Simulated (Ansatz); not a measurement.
## Single-point calculation of C16HSi16 (part 3 of 3)

Continued. System: C16HSi16 (slab, 33 atoms in the cell). Method: DFT PBE+D3(BJ), scalar-relativistic, plane waves, PAW, PAW set soft_1, spin-polarised (Ansatz 0.2.0); cutoff 420 eV, 5×3×1 k-mesh, Gaussian smearing of 0.05 eV, collinear spins. The structure derives from an entry of the Crystallography Open Database.

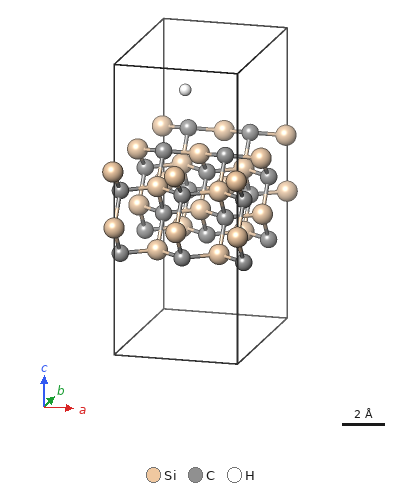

**Figure 1.** The input geometry (ball-and-stick view of the cell of the calculation, with the vacuum cut short, seen slightly off an axis). An atom can appear more than once, as a periodic image.

## What the program printed, continued
```
  k-point 2 ↑: bands = ["-16.3265", "-14.9021", "-14.6699", "-14.4657", "-14.4556", "-13.5219", "-13.3505", "-13.2080", "-12.9489", "-12.7707", "-12.3989", "-12.2865", "-12.0899", "-11.5731", "-11.4522", "-11.1995", "-9.4173", "-8.9492", "-8.8292", "-8.7071", "-8.5033", "-8.1644", "-8.1345", "-8.1178", "-7.7938", "-7.5809", "-7.3670", "-6.4422", "-6.2796", "-6.0689", "-6.0326", "-5.8510", "-5.8398", "-5.6080", "-5.4893", "-5.1818", "-5.1198", "-4.7811", "-4.6098", "-4.4880", "-4.4040", "-4.2769", "-4.0866", "-4.0730", "-3.9798", "-3.8841", "-3.7910", "-3.5508", "-3.5150", "-3.4820", "-3.3837", "-3.2432", "-3.1152", "-2.9809", "-2.7144", "-2.3655", "-2.1915", "-1.9152", "-1.8377", "-1.4987", "-1.3557", "-1.2628", "-1.1689", "-1.0591", "-0.9552", "-0.5159", "-0.0649", "-0.0242", "0.3417", "0.3826", "0.8482", "1.3529", "1.4795", "1.8262", "2.3042", "2.6398", "3.4887", "3.6495", "3.7824", "3.9031", "4.0419", "4.1354", "4.2845", "4.3662", "4.4830", "4.7095", "4.8340", "4.8690", "4.9762", "5.0682", "5.1077", "5.1961", "5.2417", "5.3116", "5.3702", "5.4218", "5.4646", "5.5737"]
  k-point 7 ↓: bands = ["-15.7666", "-15.2591", "-15.1435", "-14.6602", "-13.9460", "-13.5829", "-13.3601", "-13.3555", "-13.0661", "-12.8960", "-12.3654", "-12.2203", "-12.1732", "-11.7808", "-11.7496", "-11.4148", "-8.7473", "-8.6643", "-8.3203", "-8.3167", "-8.0616", "-7.9899", "-7.9333", "-7.7613", "-7.2194", "-6.8670", "-6.7674", "-6.7623", "-6.4091", "-6.2061", "-6.0539", "-5.9385", "-5.7083", "-5.6141", "-5.5657", "-5.4641", "-5.4427", "-5.3065", "-4.9904", "-4.8333", "-4.6374", "-4.6047", "-4.3880", "-4.1091", "-4.1064", "-4.0309", "-3.8421", "-3.7629", "-3.7138", "-3.5811", "-3.5393", "-3.4517", "-3.3485", "-3.1318", "-3.0498", "-2.7900", "-1.8700", "-1.7555", "-1.5478", "-1.4866", "-1.2850", "-1.2333", "-1.0646", "-0.9871", "-0.0680", "-0.0119", "0.1017", "0.2241", "0.9758", "1.0701", "1.2624", "1.5391", "2.3493", "2.6863", "3.0737", "3.2559", "3.3013", "3.5793", "3.8323", "3.8959", "4.0273", "4.1061", "4.2670", "4.5838", "4.7298", "4.7693", "4.8178", "5.0201", "5.1424", "5.1864", "5.2513", "5.3157", "5.4209", "5.4357", "5.6117", "5.7979", "5.8538", "5.9502"]
--- Löwdin populations: 33 sites ---
  site symbol       q [e]    m [muB]
     0     Si      3.0400     0.0020
     1     Si      3.0397    -0.0010
     2     Si      3.0397     0.0003
     3     Si      3.0398    -0.0007
     4      C      4.8693     0.0004
     5      C      4.8692     0.0034
     6      C      4.8693     0.0014
     7      C      4.8692     0.0020
     8     Si      2.9917    -0.0000
     9     Si      2.9915    -0.0001
    10     Si      2.9917     0.0001
    11     Si      2.9913    -0.0004
    12      C      4.9123     0.0002
    13      C      4.9126     0.0005
    14      C      4.9126     0.0004
    15      C      4.9127     0.0009
    16     Si      2.9698     0.0045
    17     Si      2.9690    -0.0002
    18     Si      2.9691     0.0006
    19     Si      2.9690    -0.0001
    20      C      4.9455     0.0002
    21      C      4.9454     0.0005
    22      C      4.9455     0.0001
    23      C      4.9446     0.0014
    24     Si      2.9017     0.0001
    25     Si      2.9035    -0.0022
    26     Si      2.9016     0.0001
    27     Si      2.9146    -0.0106
    28      C      4.9337     0.0149
    29      C      4.9340     0.0012
    30      C      4.9335     0.0043
    31      C      4.9340     0.0008
    32      H      0.9891     0.9700
  spilling = 0.013518 (of n_electrons = 129.000000)
```

## File populations.tsv
```
# site	symbol	l	j	q_up	q_dn
# orbitals = lowdin
# n_electrons = 129.000000
# spilling = 0.013518
0	Si	0_3S	-	0.548342	0.547763
0	Si	1_3P	-	0.972670	0.971226
1	Si	0_3S	-	0.547933	0.548083
1	Si	1_3P	-	0.971428	0.972252
2	Si	0_3S	-	0.548034	0.547958
2	Si	1_3P	-	0.971969	0.971718
3	Si	0_3S	-	0.547945	0.548068
3	Si	1_3P	-	0.971568	0.972173
4	C	0_2S	-	0.624409	0.624337
4	C	1_2P	-	1.810409	1.810115
5	C	0_2S	-	0.624466	0.624265
5	C	1_2P	-	1.811849	1.808640
6	C	0_2S	-	0.624402	0.624327
6	C	1_2P	-	1.810918	1.809642
7	C	0_2S	-	0.624496	0.624274
7	C	1_2P	-	1.811120	1.809320
8	Si	0_3S	-	0.479056	0.479073
8	Si	1_3P	-	1.016747	1.016775
9	Si	0_3S	-	0.479055	0.479058
9	Si	1_3P	-	1.016650	1.016777
10	Si	0_3S	-	0.479098	0.479049
10	Si	1_3P	-	1.016792	1.016731
11	Si	0_3S	-	0.478864	0.479119
11	Si	1_3P	-	1.016617	1.016746
12	C	0_2S	-	0.594084	0.593623
12	C	1_2P	-	1.862181	1.862439
13	C	0_2S	-	0.593884	0.593774
13	C	1_2P	-	1.862661	1.862287
14	C	0_2S	-	0.593843	0.593804
14	C	1_2P	-	1.862650	1.862271
15	C	0_2S	-	0.593899	0.593766
15	C	1_2P	-	1.862886	1.862099
16	Si	0_3S	-	0.469807	0.469344
16	Si	1_3P	-	1.017357	1.013340
17	Si	0_3S	-	0.469512	0.469531
17	Si	1_3P	-	1.014895	1.015047
18	Si	0_3S	-	0.469501	0.469530
18	Si	1_3P	-	1.015371	1.014707
19	Si	0_3S	-	0.469495	0.469540
19	Si	1_3P	-	1.014961	1.014984
20	C	0_2S	-	0.582456	0.582615
20	C	1_2P	-	1.890429	1.890023
21	C	0_2S	-	0.582531	0.582489
21	C	1_2P	-	1.890424	1.889937
22	C	0_2S	-	0.582632	0.582506
22	C	1_2P	-	1.890209	1.890187
23	C	0_2S	-	0.582477	0.582367
23	C	1_2P	-	1.890552	1.889220
24	Si	0_3S	-	0.496259	0.496265
24	Si	1_3P	-	0.954626	0.954512
25	Si	0_3S	-	0.496065	0.496300
25	Si	1_3P	-	0.954607	0.956549
26	Si	0_3S	-	0.496257	0.496261
26	Si	1_3P	-	0.954595	0.954478
27	Si	0_3S	-	0.495191	0.496676
27	Si	1_3P	-	0.956800	0.965949
28	C	0_2S	-	0.605074	0.598974
28	C	1_2P	-	1.869224	1.860399
29	C	0_2S	-	0.602097	0.601787
29	C	1_2P	-	1.865491	1.864606
30	C	0_2S	-	0.602172	0.601482
30	C	1_2P	-	1.866748	1.863123
31	C	0_2S	-	0.601994	0.601895
31	C	1_2P	-	1.865384	1.864727
32	H	0_1S	-	0.979563	0.009566
```

## Summary

- outcome: converged
- electrons treated: 129
- free energy: −14193.1875 eV
- work function, top face: 5.02 eV
- work function, bottom face: 4.92 eV
- Fermi energy: −0.695 eV
- gap on the k-point mesh: 0.34 eV
- net moment of the cell: 1.00 μB
- integrated absolute moment: 1.04 μB
- work function (upper face): 5.02 eV
- largest force (length of the vector): 3.303 eV/Å
- hardware: 4 threads of Arm Neoverse V1, 24 GiB of memory available, shared host
- wall time: 2 min (CPU time 7.8 min)
- peak memory: 3.2 GiB

## Remarks

Warnings of the run: the state was not tested for a lower one; the exchange-correlation potential is rough where the density is thin.
